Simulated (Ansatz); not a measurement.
System: RbBr, space group P6_3/mmc, 4 atoms in the cell, NiAs type.

```yaml
crystal:
  lattice:
    - [4.77109, 0.00000, 0.00000]
    - [-2.38554, 4.13188, 0.00000]
    - [0.00000, 0.00000, 8.41015]
  atoms:
    - { symbol: Rb, position: [0.00000, 0.00000, 0.00000] }
    - { symbol: Rb, position: [0.00000, 0.00000, 0.50000] }
    - { symbol: Br, position: [0.33333, 0.66667, 0.25000] }
    - { symbol: Br, position: [0.66667, 0.33333, 0.75000] }
```

Level of theory: DFT, HSE06, plane waves, PAW, no spin polarisation, 6×6×2 k mesh; code Ansatz.

What does the calculation give for the electronic structure?

There is a gap; over the k points computed it is 5.39 eV (direct among those points). The upper group of valence states starts about 1.0 eV under the valence-band top, with a gap beneath it; it holds about 12 electrons a cell. Within the window shown, the tallest peak of the filled states lies 9.2 eV under the valence-band top, at about 26 states per eV and cell.

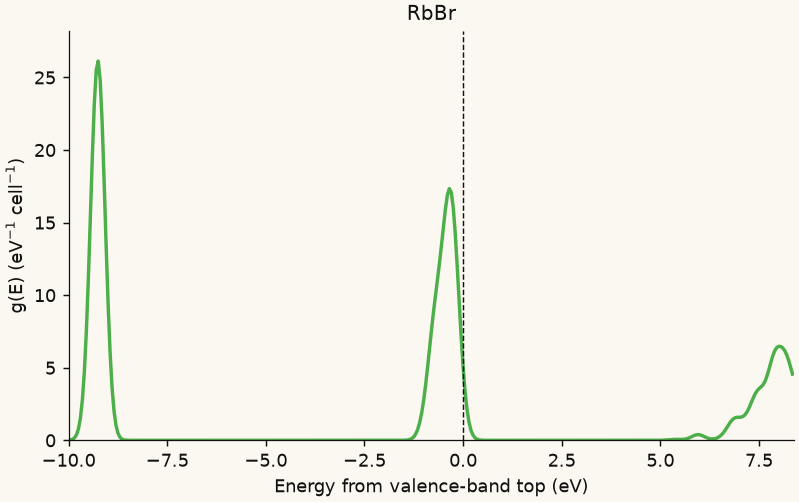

Density of states. Energies are counted from the top of the valence band. The curve is built from the levels of the k mesh with Gaussians 0.4 eV wide, which also blur the band edges.
